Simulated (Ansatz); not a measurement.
```cif
data_structure
_symmetry_space_group_name_H-M 'P 1'
_symmetry_Int_Tables_number 1
_cell_length_a 3.6785
_cell_length_b 12.2436
_cell_length_c 4.0775
_cell_angle_alpha 90.000
_cell_angle_beta 90.000
_cell_angle_gamma 90.000
_cell_volume 183.64
loop_
_atom_site_label
_atom_site_type_symbol
_atom_site_fract_x
_atom_site_fract_y
_atom_site_fract_z
_atom_site_occupancy
Ti1 Ti 0.50000 0.84228 0.00000 1
Ti2 Ti 0.00000 0.65772 0.00000 1
Ti3 Ti 0.00000 0.34228 0.00000 1
Ti4 Ti 0.50000 0.15772 0.00000 1
Al1 Al 0.00000 0.00000 0.00000 1
Al2 Al 0.50000 0.67171 0.50000 1
Al3 Al 0.00000 0.82829 0.50000 1
Al4 Al 0.50000 0.00000 0.50000 1
Al5 Al 0.50000 0.50000 0.00000 1
Al6 Al 0.00000 0.17171 0.50000 1
Al7 Al 0.50000 0.32829 0.50000 1
Al8 Al 0.00000 0.50000 0.50000 1
```

Space group Cmmm; changed on purpose from its base cell (uniaxial strain along a, b, c and atoms relaxed: -6.0 %); computed pressure about 4 GPa in this cell; computed without spin polarisation.

Level of theory: DFT r2SCAN, scalar-relativistic, plane waves, PAW in Ansatz 0.2.0.

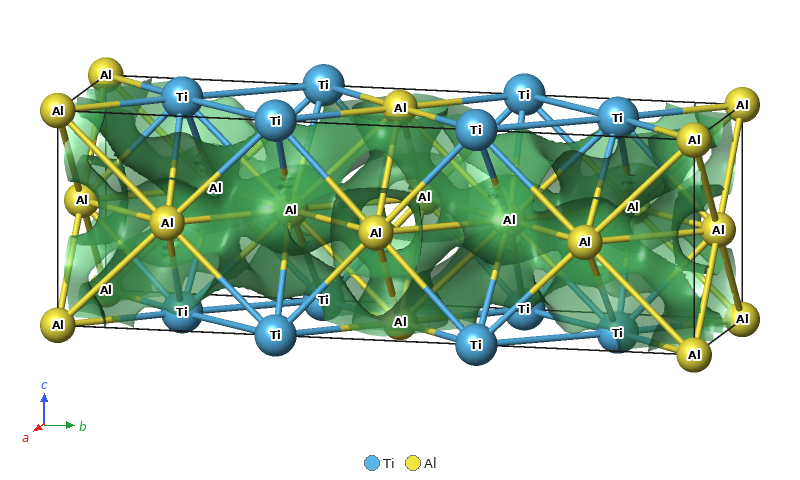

TiAl₂. Isosurface of the ELF at 0.55 (green), seen slightly off an axis. Only the valence region is drawn (cores and ρ < 0.01 e/Å³ removed). Sticks mark near contacts.

Core electrons are frozen (PAW), and the valence fields are smoothed inside the atomic spheres.

What do the ELF domains correspond to?

Answer. The surface consists of one network that runs through the whole crystal, counted in one cell of 12 atoms. Regions shared between cells count once.

Values along the shortest contacts:
Al–Al (2.66 Å): the ELF peaks at about 0.70 between the atoms. Ti–Al (2.67 Å): the ELF is about 0.35 at the midpoint.

Does the calculation give a band gap?

Answer. It is gapless in this calculation (a metal or semimetal).
